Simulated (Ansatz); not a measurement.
# Rh: geometry relaxation

System: Rh (2 atoms in the cell).
Method: DFT r2SCAN, scalar-relativistic, plane waves, PAW, no spin polarisation (Ansatz 0.2.0).

The structure derives from a Materials Project entry. It belongs to a series of runs on one base structure; here: film's bulk on the substrate's plane, third vector and atoms relaxed. Figures and captions count atoms from 1; the log counts them from 0 in places.

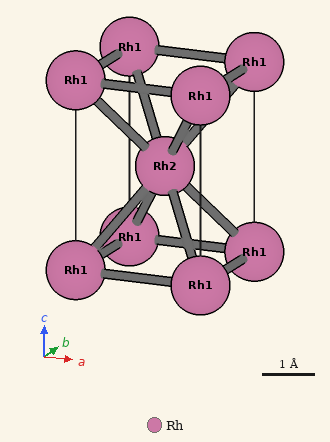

**Figure 1.** The structure as given in the input (ball-and-stick view of the reduced cell, seen slightly off an axis; atoms are numbered from 1 in the order of the input). Near neighbours in the crystal (not all of them lie inside the picture): Rh has 12 Rh at 2.68 to 2.72 Å.

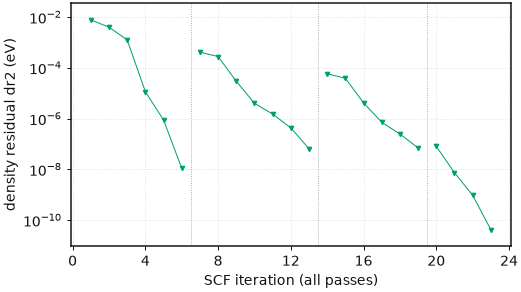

**Figure 2.** Convergence of the self-consistent field: density residual dr2 against the SCF iteration. The dotted lines part the SCF passes of the relaxation: geometry steps, rejected trials and re-solves on a re-selected basis. The passes take 6, 7, 6 and 4 iterations.

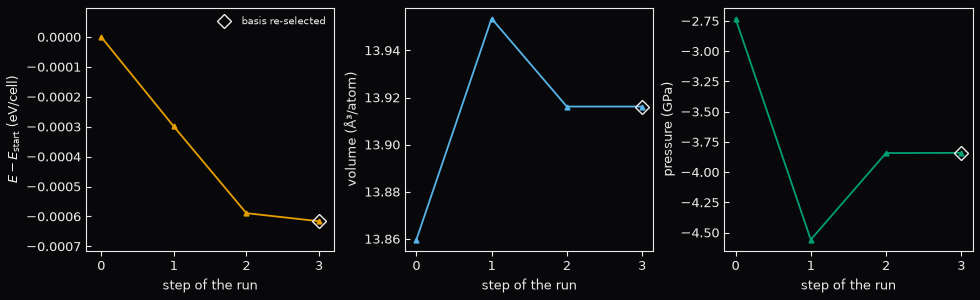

**Figure 3.** Progress of the relaxation, step by step (the first geometry is step 0 here and step 1 in the log). After 2 geometry steps the energy has fallen by 0.6 meV per cell of the calculation. All forces vanish by symmetry, so only the cell relaxes. Pressure: −2.73 GPa at the start and −3.84 GPa at the end. The atoms keep their places relative to the cell (all moves are under 0.005 Å). A last SCF at the same geometry on a re-selected plane-wave basis shifts the energy by next to nothing (0.0 meV per cell of the calculation).

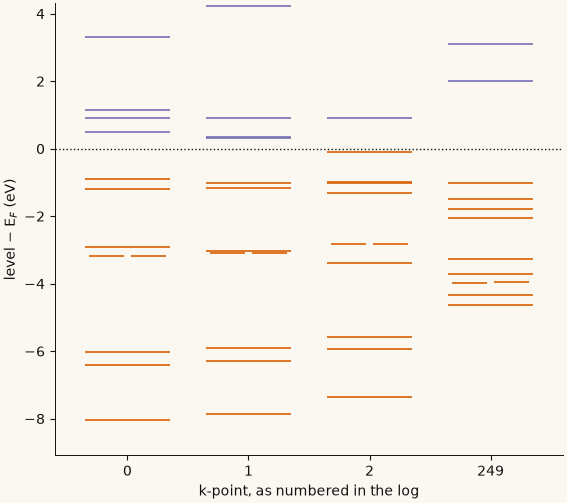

**Figure 4.** Kohn–Sham levels near the Fermi level (dotted) at the few k-points that the log prints; levels within 0.02 eV of each other stand side by side. The system is metallic on the full mesh.

The input that produced these results follows, with the program's output.

### Input
```yaml
crystal:
  lattice:
    - [3.8492788677, 0.0, 0.0]
    - [0.0, 3.8492788677, 0.0]
    - [-1.9246394338, 0.0, 1.8707874033]
  atoms:
    - { symbol: Rh, position: [0.0, 0.0, 0.0] }
    - { symbol: Rh, position: [0.5, 0.5, 0.0] }
basis:
  ecutwfc: 500
kpoints:
  mp_grid: { grid: [9, 9, 18] }
hamiltonian:
  xc: r2scan
scf:
  occupations: { method: gaussian, width: 0.1 }
output:
  forces: true
  stress: true
  eigenvalues: true
relax:
  adjacent_minimum: "off"
  f_tol: 0.01
  max_steps: 50
  cell: { fix: [a, b, gamma], stress_tol: 0.1 }
```

Run as:
```bash
ansatz run input.yaml --threads 8 --pin off --max-ram 20480MiB --backend cpu --events-out ev --progress --plain --runs-dir out
```

### Output
```
Engine: ansatz 0.2.0, x86_64-unknown-linux-gnu
Pseudopotentials: kind: paw
Pseudopotential: Rh, paw, valence charge 17, recommended cutoff 500 eV (meta_gga), Rh.paw.azcp
Functional definition: r2SCAN
  parameter k0 = 0.174
  parameter k1 = 0.065
  parameter a1 = 4.9479
  exchange = r2scan_x(k0 = k0, k1 = k1, a1 = a1)
  correlation = r2scan_c
Crystal: 2 atoms, lattice volume = 27.719 Å³
Basis set: ecut = 500 eV, 691 PW (Γ), exchange–correlation on 120×120×80 points (64 copies of the dense FFT grid, shifted against one another)
Bands: 21, of which v1, the nominal top of the filled ones, is band 17 counted from 1 (16 counted from 0)
Symmetry: 16 space group operations
Space group: I4/mmm (ITA 139), of the structure as read, at distance tolerance 3.0e-5 Å
k-points: 250 of 1458
Non-local potential: Rh, projectors of the file, l = 0: 3, l = 1: 2, l = 2: 2, l = 3: 1
PAW form: soft (Blöchl's): semilocal exchange-correlation on the pseudo side does not see the compensation charge
PAW frozen core: Rh, regenerated for the run's functional (the file was generated under x = pbe(κ = 0.804, μ = 0.2195149727645171), c = pbe(β = 0.06672455060314922))
PAW one-centre angular grid: Rh, 590 points (default); XC on 160 Gauss nodes
Initial density: superposition of atomic densities (neutral atoms: chi_scale 0, normalization atom), corrected by the library's trained network
Initial wavefunctions: pseudopotential atomic-orbital guess
Functional: x = r2scan, c = r2scan; τ floored in thin density (d = 2e-4 eV/Å³)
SCF iter   1: F=—  HF=-12830.515454 eV  |F-HF|=—  |Δ(HF+E_count)|=         —  Δρ=1.03e-2  dr2=7.78e-3  dr2_τ=1.90e-2  ethr=1.77e-3  ⟨swp⟩=5.0  Hψ=21448  notcnv=0
preconditioner: auto → none  [metal: Δε(μ)=0.013 eV  Ē_g=7.850 eV  σ=0.100 eV  W_gap=0.07  n_scr=6 (ndim 8)  ℏωp=29.9 eV  f_vac=0.000  D(μ)=2.59/eV (n_scr^D=36)  sad-step TF]
SCF iter   2: F=—  HF=-12830.537855 eV  |F-HF|=—  |Δ(HF+E_count)|=   2.24e-2  Δρ=6.49e-3  dr2=4.01e-3  dr2_τ=4.68e-4  ethr=2.29e-5  ⟨swp⟩=2.0  Hψ=9746  notcnv=0  defer=13
SCF iter   3: F=—  HF=-12830.539050 eV  |F-HF|=—  |Δ(HF+E_count)|=   1.20e-3  Δρ=2.28e-3  dr2=1.27e-3  dr2_τ=1.56e-4  ethr=1.18e-5  ⟨swp⟩=2.0  Hψ=7533  notcnv=0  defer=13
SCF iter   4: F=—  HF=-12830.538703 eV  |F-HF|=—  |Δ(HF+E_count)|=   3.47e-4  Δρ=4.23e-4  dr2=1.15e-5  dr2_τ=1.70e-5  ethr=3.75e-6  ⟨swp⟩=2.8  Hψ=9245  notcnv=0  defer=13
SCF iter   5: F=—  HF=-12830.538710 eV  |F-HF|=—  |Δ(HF+E_count)|=   6.49e-6  Δρ=1.21e-4  dr2=8.80e-7  dr2_τ=5.20e-7  ethr=3.39e-8  ⟨swp⟩=2.8  Hψ=10273  notcnv=0  defer=13
SCF iter   6: F=-12830.538711 eV  HF=-12830.538711 eV  |F-HF|=3.38e-9  |Δ(HF+E_count)|=   1.45e-6  Δρ=9.20e-6  dr2=1.12e-8  dr2_τ=6.49e-9  ethr=2.94e-10  ⟨swp⟩=6.4  Hψ=23986  notcnv=0
SCF 1 converged in 6 iterations: F = -12830.538711 eV  dr2 = 1.12e-8
  greatest PAW one-centre occupation: 1.000 electrons in one spin orbital (limit 2), on the Rh atom at site 1 (counted from 0), in its partial waves of l = 0
relax step   1: F+E_penalty+E_count = -12830.53871106 eV  Δ(F+E_penalty+E_count) = +0.000e0 eV  max|allowed force component| = 1.420e-29 eV/Å  Δτ_max = 0.0000 Å  P = -2.730 GPa  Ω = 27.719 Å³  fix = [a, b, gamma]  reactions: a -4.974, b -4.974 GPa  (6 SCF iters, dr2 threshold 1.00e-7 eV, accepted)
Crystal: 2 atoms, lattice volume = 27.907 Å³
Initial density: handed on by an earlier stage of this run
Initial wavefunctions: those handed on with the density
iter 1 solved again at ethr=1.23e-6 eV; its pass at ethr=3.10e-3 eV (dr2=4.19e-4 eV) is discarded
SCF iter   1: F=—  HF=-12830.534357 eV  |F-HF|=—  |Δ(HF+E_count)|=         —  Δρ=1.33e-3  dr2=4.17e-4  dr2_τ=4.93e-3  ethr=1.23e-6  ⟨swp⟩=2.0  Hψ=29312  notcnv=0
preconditioner: auto → none  [metal: Δε(μ)=0.004 eV  Ē_g=7.790 eV  σ=0.100 eV  W_gap=0.02  n_scr=6 (ndim 8)  ℏωp=29.8 eV  f_vac=0.000  D(μ)=2.63/eV (n_scr^D=36)]
SCF iter   2: F=—  HF=-12830.539084 eV  |F-HF|=—  |Δ(HF+E_count)|=   4.73e-3  Δρ=1.11e-3  dr2=2.79e-4  dr2_τ=3.65e-5  ethr=1.23e-6  ⟨swp⟩=2.0  Hψ=9519  notcnv=0
SCF iter   3: F=—  HF=-12830.539009 eV  |F-HF|=—  |Δ(HF+E_count)|=   7.52e-5  Δρ=4.27e-4  dr2=2.97e-5  dr2_τ=3.10e-6  ethr=8.20e-7  ⟨swp⟩=2.3  Hψ=7746  notcnv=0
SCF iter   4: F=—  HF=-12830.539010 eV  |F-HF|=—  |Δ(HF+E_count)|=   1.31e-6  Δρ=1.44e-4  dr2=4.02e-6  dr2_τ=3.27e-7  ethr=8.72e-8  ⟨swp⟩=2.0  Hψ=8640  notcnv=0
SCF iter   5: F=—  HF=-12830.539010 eV  |F-HF|=—  |Δ(HF+E_count)|=   3.91e-7  Δρ=7.64e-5  dr2=1.51e-6  dr2_τ=5.04e-8  ethr=1.18e-8  ⟨swp⟩=1.0  Hψ=5250  notcnv=0
SCF iter   6: F=—  HF=-12830.539010 eV  |F-HF|=—  |Δ(HF+E_count)|=   2.45e-7  Δρ=4.09e-5  dr2=4.29e-7  dr2_τ=1.48e-8  ethr=4.43e-9  ⟨swp⟩=1.3  Hψ=5822  notcnv=0
SCF iter   7: F=-12830.539010 eV  HF=-12830.539010 eV  |F-HF|=3.63e-8  |Δ(HF+E_count)|=   7.40e-8  Δρ=1.60e-5  dr2=6.52e-8  dr2_τ=2.36e-9  ethr=5.88e-10  ⟨swp⟩=4.0  Hψ=17007  notcnv=0
the search or the solves at the SCF's close seem to have found levels that the self-consistency loop had missed (the run counts 2). By its estimate they hold under 1e-12 electrons; where the run keeps them, the occupations were computed again with them
SCF 2 converged in 7 iterations: F = -12830.539010 eV  dr2 = 6.52e-8
relax step   2: F+E_penalty+E_count = -12830.53900957 eV  Δ(F+E_penalty+E_count) = -2.985e-4 eV  max|allowed force component| = 3.293e-29 eV/Å  Δτ_max = 0.0000 Å  P = -4.558 GPa  Ω = 27.907 Å³  energy of the carried Pulay correction = -4.128e-5 eV  fix = [a, b, gamma]  reactions: a -6.256, b -6.256 GPa  (7 SCF iters, dr2 threshold 2.00e-7 eV, accepted)
Crystal: 2 atoms, lattice volume = 27.832 Å³
iter 1 solved again at ethr=1.89e-7 eV; its pass at ethr=3.10e-3 eV (dr2=6.42e-5 eV) is discarded
SCF iter   1: F=—  HF=-12830.538566 eV  |F-HF|=—  |Δ(HF+E_count)|=         —  Δρ=5.01e-4  dr2=5.85e-5  dr2_τ=7.76e-4  ethr=1.89e-7  ⟨swp⟩=3.1  Hψ=27701  notcnv=0
preconditioner: auto → none  [metal: Δε(μ)=0.012 eV  Ē_g=7.811 eV  σ=0.100 eV  W_gap=0.07  n_scr=6 (ndim 8)  ℏωp=29.9 eV  f_vac=0.000  D(μ)=2.60/eV (n_scr^D=36)]
SCF iter   2: F=—  HF=-12830.539310 eV  |F-HF|=—  |Δ(HF+E_count)|=   7.44e-4  Δρ=4.19e-4  dr2=3.89e-5  dr2_τ=5.06e-6  ethr=1.72e-7  ⟨swp⟩=2.0  Hψ=9519  notcnv=0
SCF iter   3: F=—  HF=-12830.539300 eV  |F-HF|=—  |Δ(HF+E_count)|=   1.00e-5  Δρ=1.63e-4  dr2=4.16e-6  dr2_τ=4.49e-7  ethr=1.14e-7  ⟨swp⟩=2.3  Hψ=7792  notcnv=0
SCF iter   4: F=—  HF=-12830.539300 eV  |F-HF|=—  |Δ(HF+E_count)|=   3.29e-7  Δρ=5.85e-5  dr2=7.19e-7  dr2_τ=5.34e-8  ethr=1.22e-8  ⟨swp⟩=2.0  Hψ=8691  notcnv=0
SCF iter   5: F=—  HF=-12830.539300 eV  |F-HF|=—  |Δ(HF+E_count)|=   9.16e-8  Δρ=3.10e-5  dr2=2.46e-7  dr2_τ=8.19e-9  ethr=5.88e-10  ⟨swp⟩=4.6  Hψ=20726  notcnv=0
SCF iter   6: F=-12830.539300 eV  HF=-12830.539300 eV  |F-HF|=4.03e-8  |Δ(HF+E_count)|=   3.92e-8  Δρ=1.66e-5  dr2=7.01e-8  dr2_τ=2.33e-9  ethr=5.88e-10  ⟨swp⟩=4.2  Hψ=18509  notcnv=0
SCF 3 converged in 6 iterations: F = -12830.539300 eV  dr2 = 7.01e-8
relax step   3: F+E_penalty+E_count = -12830.53930000 eV  Δ(F+E_penalty+E_count) = -2.904e-4 eV  max|allowed force component| = 6.429e-29 eV/Å  Δτ_max = 0.0000 Å  P = -3.842 GPa  Ω = 27.832 Å³  energy of the carried Pulay correction = -2.488e-5 eV  fix = [a, b, gamma]  reactions: a -5.757, b -5.757 GPa  (6 SCF iters, dr2 threshold 2.00e-7 eV, accepted)
Initial wavefunctions: pseudopotential atomic-orbital guess (no wavefunctions were taken with the density)
iter 1 solved again at ethr=2.35e-8 eV; its pass at ethr=3.10e-3 eV (dr2=7.99e-6 eV) is discarded
SCF iter   1: F=—  HF=-12830.539327 eV  |F-HF|=—  |Δ(HF+E_count)|=         —  Δρ=1.97e-5  dr2=8.02e-8  dr2_τ=4.46e-8  ethr=2.35e-8  ⟨swp⟩=3.7  Hψ=37831  notcnv=0
preconditioner: auto → none  [metal: Δε(μ)=0.012 eV  Ē_g=7.809 eV  σ=0.100 eV  W_gap=0.07  n_scr=6 (ndim 8)  ℏωp=29.9 eV  f_vac=0.000  D(μ)=2.60/eV (n_scr^D=36)]
SCF iter   2: F=—  HF=-12830.539327 eV  |F-HF|=—  |Δ(HF+E_count)|=   5.39e-7  Δρ=7.33e-6  dr2=7.38e-9  dr2_τ=3.73e-9  ethr=2.36e-10  ⟨swp⟩=2.0  Hψ=8871  notcnv=0
SCF iter   3: F=—  HF=-12830.539327 eV  |F-HF|=—  |Δ(HF+E_count)|=  6.89e-10  Δρ=3.52e-6  dr2=9.48e-10  dr2_τ=5.14e-10  ethr=2.17e-11  ⟨swp⟩=2.1  Hψ=7651  notcnv=0
SCF iter   4: F=-12830.539327 eV  HF=-12830.539327 eV  |F-HF|=3.64e-11  |Δ(HF+E_count)|=   1.35e-9  Δρ=6.72e-7  dr2=4.20e-11  dr2_τ=1.37e-11  ethr=1.00e-12  ⟨swp⟩=2.9  Hψ=22276  notcnv=0
SCF 4 converged in 4 iterations: F = -12830.539327 eV  dr2 = 4.20e-11
relax step   4: F+E_penalty+E_count = -12830.53932745 eV  Δ(F+E_penalty+E_count) = -2.745e-5 eV  max|allowed force component| = 1.735e-29 eV/Å  Δτ_max = 0.0000 Å  P = -3.840 GPa  Ω = 27.832 Å³  fix = [a, b, gamma]  reactions: a -5.756, b -5.756 GPa  stress off target by 8.57e-3 GPa on what of the cell is left free  SCF on the basis re-selected at this cell (its energy is not comparable with the rows above)  (4 SCF iters)
basis re-selected at this cell: Δ(F+E_penalty+E_count) = -2.745e-5 eV, ΔP = +0.002 GPa vs the last step (what re-selecting the basis moved, of the pressure what is left beyond the Pulay correction that the steps carried, after the strain that the cell walked since its last selection, with what the two solves' SCF thresholds leave and, on support functions, any second-order correction that the steps lacked; it is no measure of the basis error at this ecutwfc). This SCF's stress stands 8.57e-3 GPa from its target on what of the cell is left free (relax.cell.stress_tol is 1.00e-1 GPa) and its largest allowed force component is 1.74e-29 eV/Å (relax.f_tol is 1.00e-2 eV/Å): within both
SCF converged after 4 iterations
Free energy (F): -12830.539327 eV
Harris-Foulkes:  -12830.539327 eV  (|F-HF|=3.64e-11)
Internal energy: -12830.526308 eV  (E = F + TS)
E sigma→0 (E₀):  -12830.532818 eV
Entropy (-TS):   -0.013020 eV (-6.510 meV/atom)
Fermi energy:    21.848475 eV
--- Per-component energies (eV) ---
  E_band       = -215.147883
  E_kinetic    = 1145.434711
  E_local      = -3157.819625  (includes V_loc(G=0)·N_el)
  E_nonlocal   = 710.687140
  E_hartree    = 1110.598156
  E_xc         = -433.285145
  E_vxc        = -627.755034  (∫ρ·V_xc dr)
  E_paw        = -7208.364252  (= ΣΔE_a)
  E_vpaw       = -549.368523  (= ΣTr[D̂ρ^β])
  E_aug_tail   = 0.001318  (compensation charges beyond the density's cutoff)
  E_vtau       = 42.476044  (kinetic-family band-sum trace: ∫τ·v_τ [+ j·A + Jᵃ·Aᵃ] dr)
  E_ewald      = -4997.038692
  E_core_change = -0.739919  (= ΣΔE_core)
  E_smearing   = -0.013020  (= −TS)
  E_closure    = -0.000000  (closes the sum)
  Σ components = -12830.539327   (vs F -12830.539327, Δ=0.00e0)
--- Forces (eV/Å), atoms counted from 1 ---
  atom   1  Rh     0.00000000    -0.00000000    -0.00000000
  atom   2  Rh     0.00000000    -0.00000000     0.00000000
  max |Σ_I F_I| component: 8.20e-29 eV/Å
--- Stress (GPa, compression-positive) ---
       -5.756081       0.000000       0.000000
        0.000000      -5.756081      -0.000000
        0.000000      -0.000000      -0.008572
  P = ⅓ Tr σ = -3.8402 GPa (-38.402 kbar)
--- Band table (eV; the first three rows and the last of 250) ---
  k-point 0: bands = ["-59.2462", "-59.0948", "-26.6032", "-26.1722", "-26.1472", "-25.9046", "-25.9046", "-25.8898", "13.8025", "15.4460", "15.8212", "18.6665", "18.6665", "18.9261", "20.6413", "20.9537", "22.3542", "22.7591", "22.9842", "25.1593", "34.3536"]
  k-point 1: bands = ["-59.2413", "-59.0947", "-26.5898", "-26.1733", "-26.1613", "-25.9135", "-25.9135", "-25.9127", "13.9794", "15.5708", "15.9319", "18.7535", "18.7535", "18.8044", "20.6873", "20.8373", "22.1594", "22.1968", "22.7596", "26.0843", "34.2563"]
  k-point 2: bands = ["-59.2272", "-59.0946", "-26.5511", "-26.2018", "-26.1762", "-25.9782", "-25.9393", "-25.9393", "14.4876", "15.9185", "16.2622", "18.4677", "19.0121", "19.0121", "20.5222", "20.8214", "20.8546", "21.7611", "22.7609", "27.6819", "33.9862"]
  k-point 249: bands = ["-59.1449", "-59.1286", "-26.4222", "-26.3836", "-26.2101", "-26.1507", "-26.0279", "-25.9965", "17.2065", "17.4994", "17.8808", "17.8934", "18.1444", "18.5892", "19.7883", "20.0541", "20.3448", "20.8234", "23.8581", "24.9411", "36.0498"]
--- Relaxed structure (3 steps of the walk, 3 accepted, 1 SCFs on fresh bases) ---
  F+E_penalty+E_count = -12830.53932745 eV   max|allowed force component| = 1.735e-29 eV/Å   (the final SCF, on the basis selected at the relaxed cell)
  cell:  # Å, volume = 27.8323 Å³
    - [3.8492788677, 1.142180917747063e-26, -5.143925354225304e-11]
    - [1.1450901104071038e-26, 3.8492788677, 2.1769937584476068e-18]
    - [-1.924639433824898, 1.0580403806433318e-18, 1.8784113877889772]
  atoms:
    - { symbol: Rh, position: [0.0, 0.0, 0.0] }
    - { symbol: Rh, position: [0.49999999999999994, 0.49999999999999994, 1.6155871338926322e-27] }
```

### Trajectory as extended XYZ (Å, eV, eV/Å), 4 frames, from step=1 to step=4
```
2
Lattice="3.8493 0.0000 0.0000 0.0000 3.8493 0.0000 -1.9246 0.0000 1.8708" Properties=species:S:1:pos:R:3:forces:R:3 step=1 energy=-12830.53871 pressure_GPa=-2.73
Rh    0.0000    0.0000    0.0000    0.0000   0.0000   0.0000
Rh    1.9246    1.9246    0.0000    0.0000   0.0000   0.0000
2
Lattice="3.8493 0.0000 0.0000 0.0000 3.8493 0.0000 -1.9246 0.0000 1.8835" Properties=species:S:1:pos:R:3:forces:R:3 step=2 energy=-12830.53901 pressure_GPa=-4.56
Rh    0.0000    0.0000    0.0000    0.0000   0.0000   0.0000
Rh    1.9246    1.9246    0.0000    0.0000   0.0000   0.0000
2
Lattice="3.8493 0.0000 0.0000 0.0000 3.8493 0.0000 -1.9246 0.0000 1.8784" Properties=species:S:1:pos:R:3:forces:R:3 step=3 energy=-12830.53930 pressure_GPa=-3.84
Rh    0.0000    0.0000    0.0000    0.0000   0.0000   0.0000
Rh    1.9246    1.9246    0.0000    0.0000   0.0000   0.0000
2
Lattice="3.8493 0.0000 0.0000 0.0000 3.8493 0.0000 -1.9246 0.0000 1.8784" Properties=species:S:1:pos:R:3:forces:R:3 step=4 energy=-12830.53933 pressure_GPa=-3.84
Rh    0.0000    0.0000    0.0000    0.0000   0.0000   0.0000
Rh    1.9246    1.9246    0.0000    0.0000   0.0000   0.0000
```

### Results in brief

```csv
quantity,value
outcome,converged
space group (tolerance 0.01 Å),I4/mmm (139)
electrons treated,34
free energy,−12830.5393 eV
Fermi energy,21.848 eV
gap on the k-point mesh,none (metallic)
pressure,−3.84 GPa
final volume,27.83 Å³
largest force (length of the vector) at the end,under 0.001 eV/Å
final cell,"a = 3.849 Å, b = 3.849 Å, c = 2.689 Å, α = 90.00°, β = 135.70°, γ = 90.00°"
hardware,"8 threads of Intel Xeon @ 2.70GHz, 189 GiB of memory available, shared host"
wall time,11 s (CPU time 71 s)
peak memory,0.62 GiB
```
